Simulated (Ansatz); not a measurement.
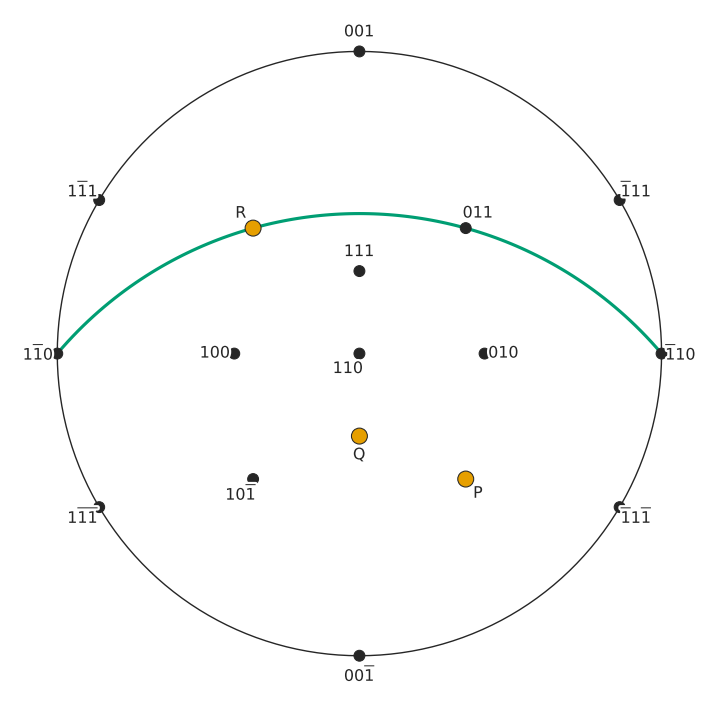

Crystal: CoSi, the end point of a relaxation with DFT PBE, scalar-relativistic, plane waves, PAW (Ansatz 0.2.0); the starting structure was generated, so it need not be a known form of this composition. Stereographic projection of plane normals (upper hemisphere) centred on (1 1 0). Geometry calculated from the standardised cell; symmetry tolerance 0.002 Å.

a = 2.617 Å, b = 2.617 Å, c = 3.136 Å, α = 90.00°, β = 90.00°, γ = 90.00°.

Question: Index the poles marked P, Q, R.

Answer: P is (0 1 −1), 57.1° from the centre; Q is (1 1 −1), 30.5° from the centre; R is (1 0 1), 57.1° from the centre.

Question: Which zone does the coloured great circle trace?

Answer: The zone [1 1 −1]: its poles satisfy h + k − l = 0.

Question: What is the angle between the normals of (1 0 −1) and (1 −1 0), and what are their d_hkl = 1/|g|?

Answer: 57.1°; d = 2.009 Å and 1.850 Å.
